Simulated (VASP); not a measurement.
Ni: geometry relaxation (part 3 of 4)

Continued. System: Ni (slab, 6 atoms in the cell). Method: Kohn-Sham DFT of a periodic cell, BEEF-vdW, VASP PAW PBE potentials, recommended, spin-polarised (VASP 6.6.1); cutoff 520 eV, 9×9×1 k-mesh, Gaussian smearing of 0.05 eV, collinear spins. The structure derives from an entry of the Crystallography Open Database. It belongs to a series of runs on one base structure; here: the (1 1 1) slab of Ni, cut from the database cell, not relaxed.

Geometry of the input (Å; fractional positions):
```
2.5003  0.0000  0.0000
-1.2501  2.1653  -0.0000
0.0000  0.0000  25.2073
Ni 0.6667  0.3333  0.2975
Ni 0.3333  0.6667  0.3785
Ni 0.0000  0.0000  0.4595
Ni 0.6667  0.3333  0.5405
Ni 0.3333  0.6667  0.6215
Ni 0.0000  0.0000  0.7025
```

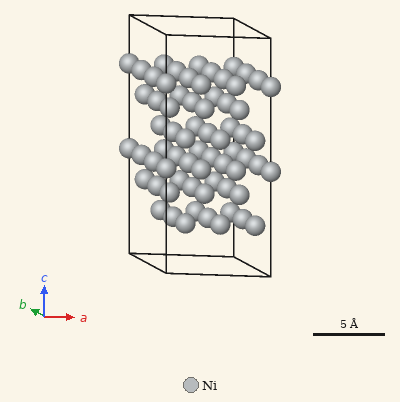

The input geometry (spheres-only view of the 3 × 3 repeat of the cell, with the vacuum cut short, seen slightly off an axis).

Parts of OUTCAR, continued
```
 -----------------------------------------------------------------------------
  energy-cutoff  :      520.00
  volume of cell :      136.47
      direct lattice vectors                 reciprocal lattice vectors
     2.500258868  0.000000000  0.000000000     0.399958585  0.230916197  0.000000000
    -1.250129434  2.165287695  0.000000000     0.000000000  0.461832394  0.000000000
     0.000000000  0.000000000 25.207264084     0.000000000  0.000000000  0.039671104

 POSITION                                       TOTAL-FORCE (eV/Angst)
 -----------------------------------------------------------------------------------
      1.25013      0.72176      7.50000        -0.000000      0.000000      0.132122
     -0.00000      1.44353      9.54145        -0.000000      0.000000     -0.107176
      0.00000      0.00000     11.58291        -0.000000     -0.000000     -0.011465
      1.25013      0.72176     13.62639         0.000000     -0.000000      0.043311
     -0.00000      1.44353     15.67609         0.000000     -0.000000     -0.037040
      0.00000      0.00000     17.69473        -0.000000     -0.000000     -0.019752
 -----------------------------------------------------------------------------------
    total drift:                               -0.000000      0.000000     -0.000332

  FREE ENERGIE OF THE ION-ELECTRON SYSTEM (eV)
  ---------------------------------------------------
  free  energy   TOTEN  =       -13.8926748007 eV

  energy  without entropy=      -13.8802011574  energy(sigma->0) =      -13.88643798

Total vdW correction in eV:     10.6328790

[... ionic steps 4 to 7 ...]

--------------------------------------- Ionic step        8  -------------------------------------------

 number of electron      60.0000018 magnetization       3.5427296

------------------------ aborting loop because EDIFF is reached ----------------------------------------

 vacuum level on the upper side and lower side of the slab       (xc-potential included)        -0.004        -0.011

  FORCE on cell =-STRESS in cart. coord.  units (eV):
  Direction    XX          YY          ZZ          XY          YZ          ZX
  --------------------------------------------------------------------------------------
  -------------------------------------------------------------------------------------
  Total       -1.6141686     -1.6141686     -0.3716093      0.0000000      0.0000000      0.0000000
  in kB      -18.9510453    -18.9510453     -4.3628558      0.0000000      0.0000000      0.0000000
  external PRESSURE =     -14.0883155 kB  Pullay stress =       0.0000000 kB

 VOLUME and BASIS-vectors are now :
 -----------------------------------------------------------------------------
  energy-cutoff  :      520.00
  volume of cell :      136.47
      direct lattice vectors                 reciprocal lattice vectors
     2.500258868  0.000000000  0.000000000     0.399958585  0.230916197  0.000000000
    -1.250129434  2.165287695  0.000000000     0.000000000  0.461832394  0.000000000
     0.000000000  0.000000000 25.207264084     0.000000000  0.000000000  0.039671104

 POSITION                                       TOTAL-FORCE (eV/Angst)
 -----------------------------------------------------------------------------------
      1.25013      0.72176      7.50000         0.000000     -0.000000      0.132374
     -0.00000      1.44353      9.54145        -0.000000      0.000000     -0.108292
      0.00000      0.00000     11.58291         0.000000      0.000000     -0.020114
      1.25013      0.72176     13.62517        -0.000000      0.000000     -0.007799
     -0.00000      1.44353     15.66239         0.000000     -0.000000      0.024564
     -1.25013      2.16529     17.68205         0.000000      0.000000     -0.020733
 -----------------------------------------------------------------------------------
    total drift:                                0.000001      0.000000      0.002123

  FREE ENERGIE OF THE ION-ELECTRON SYSTEM (eV)
  ---------------------------------------------------
  free  energy   TOTEN  =       -13.8930129185 eV

  energy  without entropy=      -13.8805314052  energy(sigma->0) =      -13.88677216

Total vdW correction in eV:     10.6290919

--------------------------------------- Ionic step        9  -------------------------------------------

 number of electron      60.0000018 magnetization       3.5430715

------------------------ aborting loop because EDIFF is reached ----------------------------------------

  FORCE on cell =-STRESS in cart. coord.  units (eV):
  Direction    XX          YY          ZZ          XY          YZ          ZX
  --------------------------------------------------------------------------------------
  -------------------------------------------------------------------------------------
  Total       -1.6004705     -1.6004705     -0.3433786      0.0000000      0.0000000      0.0000000
  in kB      -18.7902245    -18.7902245     -4.0314152      0.0000000      0.0000000      0.0000000
  external PRESSURE =     -13.8706214 kB  Pullay stress =       0.0000000 kB

 VOLUME and BASIS-vectors are now :
 -----------------------------------------------------------------------------
  energy-cutoff  :      520.00
  volume of cell :      136.47
      direct lattice vectors                 reciprocal lattice vectors
     2.500258868  0.000000000  0.000000000     0.399958585  0.230916197  0.000000000
    -1.250129434  2.165287695  0.000000000     0.000000000  0.461832394  0.000000000
     0.000000000  0.000000000 25.207264084     0.000000000  0.000000000  0.039671104

 POSITION                                       TOTAL-FORCE (eV/Angst)
 -----------------------------------------------------------------------------------
      1.25013      0.72176      7.50000         0.000000      0.000000      0.132459
     -0.00000      1.44353      9.54145         0.000000     -0.000000     -0.108435
      0.00000      0.00000     11.58291        -0.000000     -0.000000     -0.023553
      1.25013      0.72176     13.62438         0.000000     -0.000000     -0.002817
     -0.00000      1.44353     15.66197        -0.000000      0.000000      0.018981
      2.50026      0.00000     17.68069        -0.000000      0.000000     -0.016634
 -----------------------------------------------------------------------------------
    total drift:                                0.000001     -0.000000     -0.001614

  FREE ENERGIE OF THE ION-ELECTRON SYSTEM (eV)
  ---------------------------------------------------
  free  energy   TOTEN  =       -13.8930327660 eV

  energy  without entropy=      -13.8805685649  energy(sigma->0) =      -13.88680067

Total vdW correction in eV:     10.6287083

 dipolmoment           0.000000      0.000000      0.000540 electrons x Angstroem

--------------------------------------- Ionic step       10  -------------------------------------------

 number of electron      60.0000019 magnetization       3.5436886

 dipolmoment           0.000000      0.000000     -0.000297 electrons x Angstroem

 Free energy of the ion-electron system (eV)
  ---------------------------------------------------
  ext. energy  EPLUGINS =         0.00000000
  ---------------------------------------------------
  free energy    TOTEN  =       -13.89304827 eV

  energy without entropy =      -13.88059011  energy(sigma->0) =      -13.88681919

 E-fermi :   1.7051     XC(G=0):  -7.3646     alpha+bet : -7.8751

 val. band max:        1.6765698262   @ k =   0.3333   0.3333   0.0000
 cond. band min:       1.7169993602   @ k =   0.0000   0.0000   0.0000
 fundamental gap:      0.0404295340
 Fermi energy:         1.7051291290

 spin component 1

 k-point     1 :       0.0000    0.0000    0.0000
  band No.  band energies     occupation
      1      -6.8338      1.00000
      2      -6.1543      1.00000
      3      -5.1277      1.00000
      4      -3.9805      1.00000
      5      -3.1835      1.00000
      6      -2.9838      1.00000
      7      -0.8677      1.00000
      8      -0.8589      1.00000
      9      -0.6644      1.00000
     10      -0.6578      1.00000
     11      -0.6578      1.00000
     12      -0.6327      1.00000
     13      -0.6327      1.00000
     14      -0.5671      1.00000
     15      -0.5434      1.00000
     16      -0.5434      1.00000
     17      -0.5363      1.00000
     18      -0.5363      1.00000
     19      -0.3426      1.00000
     20      -0.3426      1.00000
     21      -0.3219      1.00000
     22      -0.3219      1.00000
     23       0.0562      1.00000
     24       0.4148      1.00000
     25       0.4148      1.00000
     26       0.4285      1.00000
     27       0.4285      1.00000
     28       0.5457      1.00000
     29       0.5457      1.00000
     30       0.7781      1.00000
     31       0.7781      1.00000
     32       0.9877      1.00000
     33       0.9877      1.00000
     34       1.0558      1.00000
     35       1.0558      1.00000
     36       1.4709      1.00000
     37       1.9788      0.00000
     38       6.0737      0.00000
     39       6.0865      0.00000

 k-point     2 :       0.1111   -0.0000    0.0000
  band No.  band energies     occupation
      1      -6.4167      1.00000
      2      -5.7492      1.00000
      3      -4.7433      1.00000
      4      -3.6249      1.00000
      5      -2.8687      1.00000
      6      -2.7113      1.00000
      7      -1.0944      1.00000
      8      -1.0261      1.00000
      9      -0.8634      1.00000
     10      -0.7959      1.00000
     11      -0.7123      1.00000
     12      -0.6320      1.00000
     13      -0.5598      1.00000
     14      -0.5443      1.00000
     15      -0.5023      1.00000
     16      -0.4671      1.00000
     17      -0.4380      1.00000
     18      -0.4117      1.00000
     19      -0.3737      1.00000
     20      -0.3493      1.00000
     21      -0.3098      1.00000
     22      -0.1983      1.00000
     23      -0.1712      1.00000
     24       0.2388      1.00000
     25       0.2666      1.00000
     26       0.3541      1.00000
     27       0.4296      1.00000
     28       0.4448      1.00000
     29       0.5017      1.00000
     30       0.5779      1.00000
     31       0.7856      1.00000
     32       0.7957      1.00000
     33       0.9902      1.00000
     34       1.0643      1.00000
     35       1.4060      1.00000
     36       2.4365      0.00000
     37       3.1251      0.00000
     38       6.4287      0.00000
     39       6.4887      0.00000

 k-point     3 :       0.2222    0.0000    0.0000
  band No.  band energies     occupation
      1      -5.2447      1.00000
      2      -4.6373      1.00000
      3      -3.7475      1.00000
      4      -2.8055      1.00000
      5      -2.2095      1.00000
      6      -2.1017      1.00000
      7      -1.5679      1.00000
      8      -1.3370      1.00000
      9      -1.2201      1.00000
     10      -1.0975      1.00000
     11      -1.0433      1.00000
     12      -0.7939      1.00000
     13      -0.6334      1.00000
     14      -0.5922      1.00000
     15      -0.5301      1.00000
     16      -0.4250      1.00000
     17      -0.3688      1.00000
     18      -0.2235      1.00000
     19      -0.2170      1.00000
     20      -0.1048      1.00000
     21      -0.0356      1.00000
     22       0.0510      1.00000
     23       0.0752      1.00000
     24       0.0927      1.00000
     25       0.2198      1.00000
     26       0.3011      1.00000
     27       0.3438      1.00000
     28       0.4902      1.00000
     29       0.6355      1.00000
     30       0.6399      1.00000
     31       0.8004      1.00000
     32       0.9932      1.00000
     33       1.0830      1.00000
     34       1.3036      1.00000
     35       2.4050      0.00000
     36       3.8804      0.00000
     37       5.0088      0.00000
     38       7.4527      0.00000
     39       7.6931      0.00000

 k-point     4 :       0.3333    0.0000    0.0000
  band No.  band energies     occupation
      1      -3.7065      1.00000
      2      -3.3221      1.00000
      3      -2.8705      1.00000
      4      -2.4525      1.00000
      5      -2.1071      1.00000
      6      -1.9871      1.00000
      7      -1.9196      1.00000
      8      -1.7095      1.00000
      9      -1.4335      1.00000
     10      -1.1082      1.00000
     11      -0.9040      1.00000
     12      -0.7532      1.00000
     13      -0.6231      1.00000
     14      -0.5314      1.00000
     15      -0.4945      1.00000
     16      -0.3551      1.00000
     17      -0.2526      1.00000
     18      -0.0319      1.00000
     19       0.1148      1.00000
     20       0.1336      1.00000
     21       0.3213      1.00000
     22       0.4439      1.00000
     23       0.6112      1.00000
     24       0.6125      1.00000
     25       0.6735      1.00000
     26       0.7567      1.00000
     27       0.7696      1.00000
     28       0.8316      1.00000
     29       0.8748      1.00000
     30       0.9315      1.00000
     31       1.0117      1.00000
     32       1.0167      1.00000
     33       1.1036      1.00000
     34       2.1385      0.00000
     35       3.7296      0.00000
     36       5.5816      0.00000
     37       7.2401      0.00000
     38       8.9471      0.00000
     39       9.5897      0.00000

 k-point     5 :       0.4444    0.0000    0.0000
  band No.  band energies     occupation
      1      -2.9215      1.00000
      2      -2.7168      1.00000
      3      -2.6126      1.00000
      4      -2.4648      1.00000
      5      -2.2863      1.00000
      6      -2.1437      1.00000
      7      -2.0915      1.00000
      8      -1.9605      1.00000
      9      -1.6302      1.00000
     10      -1.1241      1.00000
     11      -0.7878      1.00000
     12      -0.6829      1.00000
     13      -0.5926      1.00000
     14      -0.5244      1.00000
     15      -0.3227      1.00000
     16      -0.2816      1.00000
     17       0.0230      1.00000
     18       0.0976      1.00000
     19       0.4431      1.00000
     20       0.5508      1.00000
     21       0.7715      1.00000
     22       0.8937      1.00000
     23       0.9876      1.00000
     24       1.0195      1.00000
     25       1.0476      1.00000
     26       1.0653      1.00000
     27       1.0941      1.00000
     28       1.1249      1.00000
     29       1.2442      1.00000
     30       1.2490      1.00000
     31       1.6576      0.91043
     32       2.3796      0.00000
     33       2.8311      0.00000
     34       3.6138      0.00000
     35       4.7763      0.00000
     36       5.6028      0.00000
     37       7.7177      0.00000
     38       8.2265      0.00000
     39       8.6674      0.00000

 [... the levels of 6 k-points are left out ...]

 k-point    12 :       0.3333    0.3333    0.0000
  band No.  band energies     occupation
      1      -1.8498      1.00000
      2      -1.8414      1.00000
      3      -1.8108      1.00000
      4      -1.6988      1.00000
      5      -1.6695      1.00000
      6      -1.6583      1.00000
      7      -1.6333      1.00000
      8      -1.5892      1.00000
      9      -1.5349      1.00000
     10      -1.4320      1.00000
     11      -1.3882      1.00000
     12      -0.9660      1.00000
     13      -0.9573      1.00000
     14      -0.8819      1.00000
     15      -0.7827      1.00000
     16      -0.4576      1.00000
     17      -0.4482      1.00000
     18      -0.3081      1.00000
     19      -0.2939      1.00000
     20       0.2664      1.00000
     21       0.2692      1.00000
     22       0.2877      1.00000
     23       0.4597      1.00000
     24       0.4720      1.00000
     25       0.7806      1.00000
     26       0.7828      1.00000
     27       0.8746      1.00000
     28       0.9132      1.00000
     29       0.9137      1.00000
     30       0.9762      1.00000
     31       6.5207      0.00000
     32       6.5355      0.00000
     33       6.5445      0.00000
     34       6.8544      0.00000
     35       6.8714      0.00000
     36       7.5433      0.00000
     37       7.6427      0.00000
     38       8.5899      0.00000
     39       8.5914      0.00000
 Fermi energy:         1.7051291290

 spin component 2
```
